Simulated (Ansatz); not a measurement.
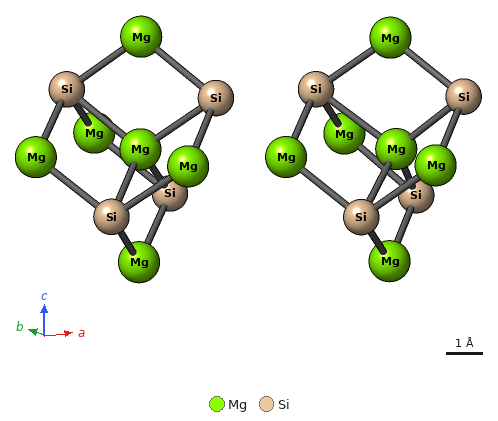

Two geometries of a defect cell of composition Mg63Si32 (cell charge −1), drawn at one scale. One is the start of a relaxation, the other its converged end. The picture is a ball-and-stick view of the atoms within 4.2 Å of the atom that moves most (axes of the cell of the calculation (origin shifted)), seen slightly off an axis.

Level of theory: DFT, PBEsol, PAW, plane waves (Ansatz). (plane-wave cutoff 420 eV; k-point mesh 1 × 1 × 1; mesh shifted by (0.25, 0.25, 0.25); collinear spin; atoms relaxed in a fixed cell; force threshold 0.03 eV/Å; at most 80 steps)

> Which geometry has the lower energy?

The right one is the relaxed one. After 4 geometry steps the energy has fallen by 0.569 eV per cell of the calculation. The largest force component goes from 0.52 to 0.022 eV/Å. The largest move is that of a Mg atom, 0.20 Å roughly along +a. Largest moves by element: Mg 0.20 Å, Si 0.11 Å. The cell doesn't change. Among the contacts that change: Mg–Si 2.700 → 2.825 Å, Mg–Si 2.772 → 2.678 Å, Mg–Si 2.732 → 2.823 Å, Mg–Si 2.752 → 2.681 Å. Among the angles between lasting bonds that change: Si–Mg–Si 109.8° → 120.6°, Si–Mg–Si 109.6° → 103.3°. Cost: 6.8 s on 1 × NVIDIA GB200 with 8 threads of Arm Neoverse-V2, peak memory 2.2 GiB.

Limits of the set-up: the cell is charged, on a uniform background, and energies carry no finite-size correction.
